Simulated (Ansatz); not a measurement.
Geometry relaxation of SnSe$_{2}$ (part 2 of 2)

Continued. System: SnSe$_{2}$ (slab, 3 atoms in the cell). Method: DFT PBE+D3(BJ), scalar-relativistic, plane waves, PAW, no spin polarisation (Ansatz 0.2.0); cutoff 420 eV, 12×12×1 k-mesh, Gaussian smearing of 0.02 eV. The structure derives from an entry of the Crystallography Open Database. It belongs to a series of runs on one base structure; here: strain along y +0.050, atoms relaxed.

Geometry of the input (Å; fractional positions):
```
3.8247  0.0000  0.0000
-1.9123  3.4779  0.0000
0.0000  0.0000  32.3760
Se 0.6667  0.3333  0.4506
Sn 0.0000  0.0000  0.5000
Se 0.3333  0.6667  0.5494
```

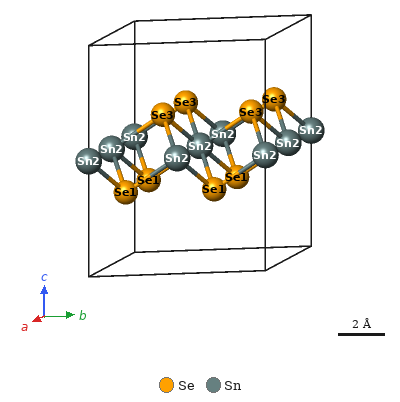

Figure 1. The geometry at step 1 of the log (ball-and-stick view of the 2 × 2 repeat of the cell, with the vacuum cut short, seen slightly off an axis; atoms are numbered from 1 in the order of the input).

## What the program printed, continued
```
SCF iter   1: F=—  HF=-16964.070579 eV  |F-HF|=—  |Δ(HF+E_count)|=         —  Δρ=7.30e-4  dr2=5.46e-3  ethr=1.77e-3  ⟨swp⟩=16.2  Hψ=8450  notcnv=0
preconditioner: auto → Resta (q_TF=auto, 1.879 Å⁻¹)  ε∞=1.6  [insulator: Δε(μ)=0.561 eV  Ē_g=9.420 eV  σ=0.020 eV  W_gap=1.00  n_scr=32 (ndim 8)  ℏωp=7.2 eV  f_vac=0.788  D(μ)=0.00/eV (n_scr^D=0)  ε∞_Penn≈1.6  vacuum switching on, ρ_ref=6.4e-3 e/Å³]
SCF iter   2: F=—  HF=-16964.069017 eV  |F-HF|=—  |Δ(HF+E_count)|=   1.56e-3  Δρ=3.94e-4  dr2=1.46e-3  ethr=1.19e-5  ⟨swp⟩=4.3  Hψ=3645  notcnv=0  defer=43
SCF iter   3: F=—  HF=-16964.068991 eV  |F-HF|=—  |Δ(HF+E_count)|=   2.57e-5  Δρ=2.02e-4  dr2=1.30e-4  ethr=3.18e-6  ⟨swp⟩=2.2  Hψ=1574  notcnv=0  defer=43
SCF iter   4: F=—  HF=-16964.069400 eV  |F-HF|=—  |Δ(HF+E_count)|=   4.08e-4  Δρ=8.36e-5  dr2=2.49e-5  ethr=2.82e-7  ⟨swp⟩=3.0  Hψ=2262  notcnv=0  defer=43
SCF iter   5: F=—  HF=-16964.069395 eV  |F-HF|=—  |Δ(HF+E_count)|=   4.39e-6  Δρ=3.47e-5  dr2=4.50e-6  ethr=5.40e-8  ⟨swp⟩=2.5  Hψ=1782  notcnv=0  defer=43
iter 6 did not close the SCF: its close was put off until two iterations running show no level that it waits for move by more than its bar (scf_convergence_deferred on its scf_iter line)
SCF iter   6: F=-16964.069396 eV  HF=-16964.069396 eV  |F-HF|=1.73e-7  |Δ(HF+E_count)|=   1.07e-6  Δρ=6.80e-6  dr2=2.18e-7  ethr=5.43e-9  ⟨swp⟩=25.1  Hψ=14234  notcnv=0
iter 7 did not close the SCF: its close was put off until two iterations running show no level that it waits for move by more than its bar (scf_convergence_deferred on its scf_iter line)
SCF iter   7: F=-16964.069396 eV  HF=-16964.069396 eV  |F-HF|=4.54e-8  |Δ(HF+E_count)|=   5.22e-8  Δρ=1.45e-6  dr2=1.13e-8  ethr=4.74e-10  ⟨swp⟩=11.6  Hψ=9618  notcnv=0
SCF iter   8: F=-16964.069396 eV  HF=-16964.069396 eV  |F-HF|=8.17e-9  |Δ(HF+E_count)|=   4.19e-8  Δρ=5.85e-7  dr2=1.65e-9  ethr=2.45e-11  ⟨swp⟩=9.8  Hψ=8307  notcnv=0
SCF 1 converged in 8 iterations: F = -16964.069396 eV  dr2 = 1.65e-9
  greatest PAW one-centre occupation: 1.000 electrons in one spin orbital (limit 2), on the Se atom at site 2 (counted from 0), in its partial waves of l = 2
relax step   1: F+E_penalty+E_count = -16964.06939634 eV  Δ(F+E_penalty+E_count) = +0.000e0 eV  max|allowed force component| = 2.617e-1 eV/Å  Δτ_max = 0.0000 Å  (8 SCF iters, dr2 threshold 2.50e-6 eV, accepted)
Initial density: handed on by an earlier stage of this run
Initial wavefunctions: those handed on with the density
iter 1 solved again at ethr=2.52e-5 eV; its pass at ethr=3.10e-3 eV (dr2=1.16e-2 eV) is discarded
SCF iter   1: F=—  HF=-16964.051770 eV  |F-HF|=—  |Δ(HF+E_count)|=         —  Δρ=1.70e-3  dr2=1.21e-2  ethr=2.52e-5  ⟨swp⟩=3.4  Hψ=5125  notcnv=0  defer=43
preconditioner: auto → Resta (q_TF=auto, 1.879 Å⁻¹)  ε∞=1.5  [insulator: Δε(μ)=0.765 eV  Ē_g=9.674 eV  σ=0.020 eV  W_gap=1.00  n_scr=32 (ndim 8)  ℏωp=7.2 eV  f_vac=0.793  D(μ)=0.00/eV (n_scr^D=0)  ε∞_Penn≈1.5  vacuum switching on, ρ_ref=6.8e-3 e/Å³]
SCF iter   2: F=—  HF=-16964.048684 eV  |F-HF|=—  |Δ(HF+E_count)|=   3.09e-3  Δρ=7.19e-4  dr2=1.94e-3  ethr=2.52e-5  ⟨swp⟩=2.5  Hψ=1700  notcnv=0  defer=43
SCF iter   3: F=—  HF=-16964.048289 eV  |F-HF|=—  |Δ(HF+E_count)|=   3.95e-4  Δρ=1.75e-4  dr2=2.31e-4  ethr=4.21e-6  ⟨swp⟩=3.9  Hψ=2491  notcnv=0  defer=43
SCF iter   4: F=—  HF=-16964.048253 eV  |F-HF|=—  |Δ(HF+E_count)|=   3.58e-5  Δρ=5.11e-5  dr2=1.18e-5  ethr=5.02e-7  ⟨swp⟩=3.6  Hψ=2204  notcnv=0  defer=43
SCF iter   5: F=-16964.048255 eV  HF=-16964.048258 eV  |F-HF|=3.19e-6  |Δ(HF+E_count)|=   5.36e-6  Δρ=2.11e-5  dr2=3.70e-6  ethr=9.30e-9  ⟨swp⟩=26.6  Hψ=14580  notcnv=0
SCF 2 converged in 5 iterations: F = -16964.048255 eV  dr2 = 3.70e-6
relax step   2: F+E_penalty+E_count = -16964.04825518 eV  Δ(F+E_penalty+E_count) = +2.114e-2 eV  max|allowed force component| = 5.127e-1 eV/Å  Δτ_max = 0.0883 Å  (5 SCF iters, dr2 threshold 4.28e-6 eV, rejected (line search))
SCF iter   1: F=—  HF=-16964.079092 eV  |F-HF|=—  |Δ(HF+E_count)|=         —  Δρ=1.17e-3  dr2=5.56e-3  ethr=1.19e-4  ⟨swp⟩=5.6  Hψ=3427  notcnv=0  defer=43
preconditioner: auto → Resta (q_TF=auto, 1.879 Å⁻¹)  ε∞=1.6  [insulator: Δε(μ)=0.630 eV  Ē_g=9.497 eV  σ=0.020 eV  W_gap=1.00  n_scr=32 (ndim 8)  ℏωp=7.2 eV  f_vac=0.788  D(μ)=0.00/eV (n_scr^D=0)  ε∞_Penn≈1.6  vacuum switching on, ρ_ref=6.5e-3 e/Å³]
SCF iter   2: F=—  HF=-16964.077584 eV  |F-HF|=—  |Δ(HF+E_count)|=   1.51e-3  Δρ=5.02e-4  dr2=9.59e-4  ethr=1.21e-5  ⟨swp⟩=3.0  Hψ=2140  notcnv=0  defer=43
SCF iter   3: F=—  HF=-16964.077435 eV  |F-HF|=—  |Δ(HF+E_count)|=   1.49e-4  Δρ=1.14e-4  dr2=1.20e-4  ethr=2.08e-6  ⟨swp⟩=3.8  Hψ=2419  notcnv=0  defer=43
SCF iter   4: F=—  HF=-16964.077420 eV  |F-HF|=—  |Δ(HF+E_count)|=   1.47e-5  Δρ=4.16e-5  dr2=1.01e-5  ethr=2.60e-7  ⟨swp⟩=2.8  Hψ=1645  notcnv=0  defer=43
SCF iter   5: F=—  HF=-16964.077430 eV  |F-HF|=—  |Δ(HF+E_count)|=   9.57e-6  Δρ=1.39e-5  dr2=1.05e-6  ethr=2.20e-8  ⟨swp⟩=4.0  Hψ=2671  notcnv=0  defer=43
SCF iter   6: F=-16964.077430 eV  HF=-16964.077430 eV  |F-HF|=5.24e-8  |Δ(HF+E_count)|=   9.05e-8  Δρ=2.99e-6  dr2=2.86e-8  ethr=2.17e-10  ⟨swp⟩=22.3  Hψ=12244  notcnv=0
SCF 3 converged in 6 iterations: F = -16964.077430 eV  dr2 = 2.86e-8
relax step   3: F+E_penalty+E_count = -16964.07743016 eV  Δ(F+E_penalty+E_count) = -8.034e-3 eV  max|allowed force component| = 1.680e-2 eV/Å  Δτ_max = 0.0288 Å  (6 SCF iters, accepted)
SCF iter   1: F=—  HF=-16964.077445 eV  |F-HF|=—  |Δ(HF+E_count)|=         —  Δρ=4.79e-5  dr2=9.28e-6  ethr=1.60e-7  ⟨swp⟩=3.0  Hψ=2603  notcnv=0  defer=43
preconditioner: auto → Resta (q_TF=auto, 1.879 Å⁻¹)  ε∞=1.6  [insulator: Δε(μ)=0.632 eV  Ē_g=9.505 eV  σ=0.020 eV  W_gap=1.00  n_scr=32 (ndim 8)  ℏωp=7.2 eV  f_vac=0.789  D(μ)=0.00/eV (n_scr^D=0)  ε∞_Penn≈1.6  vacuum switching on, ρ_ref=6.6e-3 e/Å³]
SCF iter   2: F=—  HF=-16964.077466 eV  |F-HF|=—  |Δ(HF+E_count)|=   2.12e-5  Δρ=2.04e-5  dr2=1.44e-6  ethr=2.02e-8  ⟨swp⟩=2.0  Hψ=1835  notcnv=0  defer=43
SCF iter   3: F=-16964.077466 eV  HF=-16964.077466 eV  |F-HF|=8.07e-9  |Δ(HF+E_count)|=   2.07e-7  Δρ=3.89e-6  dr2=7.79e-8  ethr=2.17e-10  ⟨swp⟩=18.4  Hψ=12755  notcnv=0
SCF 4 converged in 3 iterations: F = -16964.077466 eV  dr2 = 7.79e-8
relax step   4: F+E_penalty+E_count = -16964.07746566 eV  Δ(F+E_penalty+E_count) = -3.550e-5 eV  max|allowed force component| = 3.153e-4 eV/Å  Δτ_max = 0.0022 Å  (3 SCF iters, accepted)
NSCF: frozen V_eff on 25 k-points
SCF converged after 3 iterations
Free energy (F): -16964.077466 eV
Harris-Foulkes:  -16964.077466 eV  (|F-HF|=8.07e-9)
Internal energy: -16964.077466 eV  (E = F + TS)
E sigma→0 (E₀):  -16964.077466 eV
Fermi energy:    -5.733641 eV
--- Per-component energies (eV) ---
  E_band       = -1501.189438
  E_kinetic    = 422.474621
  E_local      = -99267.854300  (includes V_loc(G=0)·N_el)
  E_nonlocal   = -1222.418332
  E_hartree    = 49390.599991
  E_xc         = -588.541396
  E_vxc        = -289.537216  (∫ρ·V_xc dr)
  E_paw        = -7963.767282  (= ΣΔE_a)
  E_vpaw       = 74.973357  (= ΣTr[D̂ρ^β])
  E_aug_tail   = -0.001201  (compensation charges beyond the density's cutoff)
  E_ewald      = 42266.153685
  E_disp       = -0.723252  (pairwise vdW)
  E_smearing   = -0.000000  (= −TS)
  E_closure    = -0.000000  (closes the sum)
  Σ components = -16964.077466   (vs F -16964.077466, Δ=0.00e0)
--- Forces (eV/Å), atoms counted from 1 ---
  atom   1  Se     0.00000000     0.00020354     0.00031530
  atom   2  Sn     0.00000000     0.00000000     0.00000000
  atom   3  Se     0.00000000    -0.00020354    -0.00031530
  max |Σ_I F_I| component: 2.71e-20 eV/Å
--- 2D stress c σ (N/m, compression-positive) ---
       -0.590548       0.000000       0.000000
        0.000000      -2.716027       0.000000
        0.000000       0.000000       0.000000
  P = ½ c Tr σ = -1.6533 N/m
--- Band table (eV; the first three rows and the last of 43) ---
  k-point 0: bands = ["-52.7351", "-52.7351", "-52.7344", "-52.7343", "-52.6912", "-52.6911", "-52.6900", "-52.6897", "-52.6750", "-52.6749", "-27.2203", "-27.2026", "-27.1849", "-27.1814", "-27.1692", "-19.3403", "-18.0722", "-11.5241", "-7.0652", "-6.6720", "-6.5629", "-6.4135", "-6.1608", "-4.7362", "-3.2856", "-1.7781 (-1.7781°)", "-1.4191", "-0.4198"]
  k-point 1: bands = ["-52.7351", "-52.7351", "-52.7344", "-52.7343", "-52.6912", "-52.6911", "-52.6900", "-52.6897", "-52.6750", "-52.6749", "-27.2224", "-27.2009", "-27.1833", "-27.1813", "-27.1704", "-19.2831", "-18.0371", "-11.5607", "-7.4263", "-6.9279", "-6.7600", "-6.6374", "-6.0893", "-4.3812", "-2.7822", "-1.9427", "-1.2790", "-0.3267"]
  k-point 2: bands = ["-52.7351", "-52.7350", "-52.7343", "-52.7343", "-52.6912", "-52.6911", "-52.6900", "-52.6897", "-52.6750", "-52.6748", "-27.2285", "-27.1968", "-27.1806", "-27.1790", "-27.1734", "-19.1162", "-17.9416", "-11.7031", "-8.3226", "-7.3692", "-7.1232", "-6.8008", "-6.0499", "-4.0402", "-2.2023", "-1.6320 (-1.6320°)", "-0.9314", "-0.1860"]
  k-point 42: bands = ["-52.7351", "-52.7350", "-52.7339", "-52.7339", "-52.6913", "-52.6911", "-52.6900", "-52.6899", "-52.6747", "-52.6747", "-27.2367", "-27.2080", "-27.1912", "-27.1702", "-27.1499", "-18.0095", "-17.5035", "-12.8317", "-9.8069", "-9.3199", "-8.3118", "-7.1081", "-6.5200", "-4.3559", "-1.3168", "-0.5786", "-0.2752", "1.0522"]
  ° read free of the cell's end (the report's vacuum.weakly_bound_levels)
--- Relaxed structure (4 steps of the walk, 3 accepted, 0 SCFs on fresh bases) ---
  F+E_penalty+E_count = -16964.07746566 eV   max|allowed force component| = 3.153e-4 eV/Å
  cell:  # Å, volume = 430.6587 Å³
    - [3.8246790732, 0.0, 0.0]
    - [-1.9123395366, 3.4778827007, 0.0]
    - [0.0, 0.0, 32.3760079986]
  atoms:
    - { symbol: Se, position: [0.6667440711898449, 0.33348814237968993, 0.4515093251919111] }
    - { symbol: Sn, position: [1.039140060960351e-20, 2.078280121920702e-20, 0.5] }
    - { symbol: Se, position: [0.3332559288101549, 0.66651185762031, 0.5484906748080889] }
```

## Trajectory as extended XYZ (Å, eV, eV/Å), 4 frames, from step=1 to step=4
```
3
Lattice="3.8247 0.0000 0.0000 -1.9123 3.4779 0.0000 0.0000 0.0000 32.3760" Properties=species:S:1:pos:R:3:forces:R:3 step=1 energy=-16964.06940
Se    1.9123    1.1593   14.5875    0.0000  -0.0042   0.2617
Sn    0.0000    0.0000   16.1880    0.0000   0.0000   0.0000
Se    0.0000    2.3186   17.7886    0.0000   0.0042  -0.2617
3
Lattice="3.8247 0.0000 0.0000 -1.9123 3.4779 0.0000 0.0000 0.0000 32.3760" Properties=species:S:1:pos:R:3:forces:R:3 step=2 energy=-16964.04826 accepted=F
Se    1.9123    1.1670   14.6754    0.0000  -0.0151  -0.5127
Sn    0.0000    0.0000   16.1880    0.0000   0.0000   0.0000
Se    0.0000    2.3108   17.7006    0.0000   0.0151   0.5127
3
Lattice="3.8247 0.0000 0.0000 -1.9123 3.4779 0.0000 0.0000 0.0000 32.3760" Properties=species:S:1:pos:R:3:forces:R:3 step=3 energy=-16964.07743
Se    1.9123    1.1609   14.6162    0.0000  -0.0035   0.0168
Sn    0.0000    0.0000   16.1880    0.0000   0.0000   0.0000
Se    0.0000    2.3170   17.7598    0.0000   0.0035  -0.0168
3
Lattice="3.8247 0.0000 0.0000 -1.9123 3.4779 0.0000 0.0000 0.0000 32.3760" Properties=species:S:1:pos:R:3:forces:R:3 step=4 energy=-16964.07747
Se    1.9123    1.1598   14.6181    0.0000   0.0002   0.0003
Sn    0.0000    0.0000   16.1880    0.0000   0.0000   0.0000
Se    0.0000    2.3180   17.7579    0.0000  -0.0002  -0.0003
```

## Results in brief

```json
{"quantity": "outcome", "value": "converged"}
{"quantity": "electrons treated", "value": "46"}
{"quantity": "free energy", "value": "−16964.0775 eV"}
{"quantity": "work function, top face", "value": "5.73 eV"}
{"quantity": "work function, bottom face", "value": "5.73 eV"}
{"quantity": "Fermi energy", "value": "−5.734 eV"}
{"quantity": "gap on the k-point mesh", "value": "0.63 eV"}
{"quantity": "gap on the band path", "value": "0.74 eV"}
{"quantity": "final volume", "value": "430.66 Å³"}
{"quantity": "work function (upper face)", "value": "5.73 eV"}
{"quantity": "largest force (length of the vector) at the end", "value": "under 0.001 eV/Å"}
{"quantity": "hardware", "value": "2 threads of Intel Xeon @ 2.70GHz, 189 GiB of memory available, shared host"}
{"quantity": "wall time", "value": "1.7 min (CPU time 3.3 min)"}
{"quantity": "peak memory", "value": "0.89 GiB"}
```

## Notes

The program warns: the SCF threshold is looser than advised for the printed stress.
